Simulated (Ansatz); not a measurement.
# Al24N25 (cell charge −1, with a compensating background) (cell with a defect): what the fields show

Al24N25 (cell charge −1, with a compensating background) (cell with a defect), 49 atoms, a = 8.02 Å, b = 8.02 Å, c = 8.02 Å, α = 85.02°, β = 85.02°, γ = 85.02°.

Computed with DFT PBE, scalar-relativistic, plane waves, PAW (Ansatz 0.2.0).

Core electrons are frozen (PAW), and the valence fields are smoothed inside the atomic spheres.

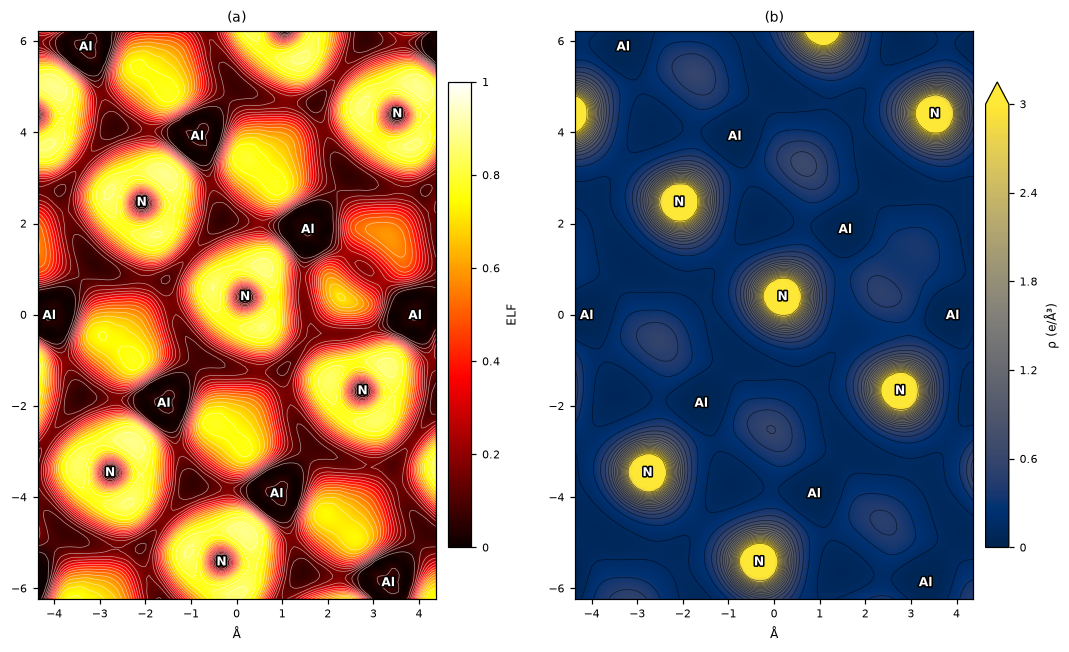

Figure 1. (a) ELF; (b) valence pseudo-density on the (11̄0) plane of the calculation cell.

> What does the map show?

- Atoms in the plane: Al and N.
- Atoms just off the plane (Al, 0.8 Å away and N, 0.8 Å away) can leave unmarked features too.
- Al–N (1.89 Å): ρ is about 0.68 e/Å³ halfway; the ELF peaks at about 0.90 between the atoms, as expected for a shared but strongly polarised pair.
- Al–N (1.93 Å): the density is about 0.64 e/Å³ at the midpoint; the ELF peaks at about 0.90 between the atoms, as expected for a polar covalent bond.
- Al–N (2.02 Å): ρ at the midpoint is about 0.53 e/Å³; the ELF peaks at about 0.85 in the valence shell of N, 0.7 Å from its nucleus, and is about 0.80 at the midpoint.
- Between the atoms the lowest density in this plane is 0.07 e/Å³.

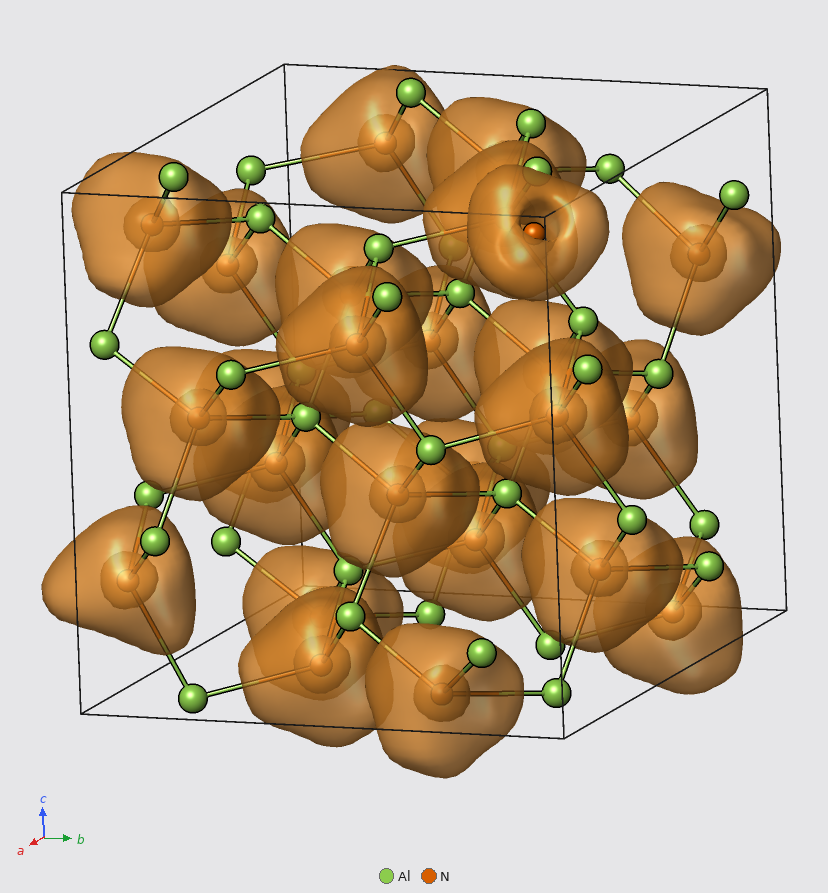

Figure 2. Isosurface of the ELF at 0.65 (orange), seen slightly off an axis. Core shells and regions of very low density are left out. Sticks mark near contacts.

> Describe the localisation domains.

At this value the surface marks out 25 regions on N in which the atom's valence shell and bonds are merged, counted in one cell of 49 atoms. Regions shared between cells count once.


Al–N (1.84 Å): the ELF peaks at about 0.95 in the valence shell of N, 0.7 Å from its nucleus, and is about 0.90 at the midpoint. Al–N (1.88 Å): the ELF peaks at about 0.90 in the valence shell of N, 0.8 Å from its nucleus, and is about 0.85 at the midpoint.
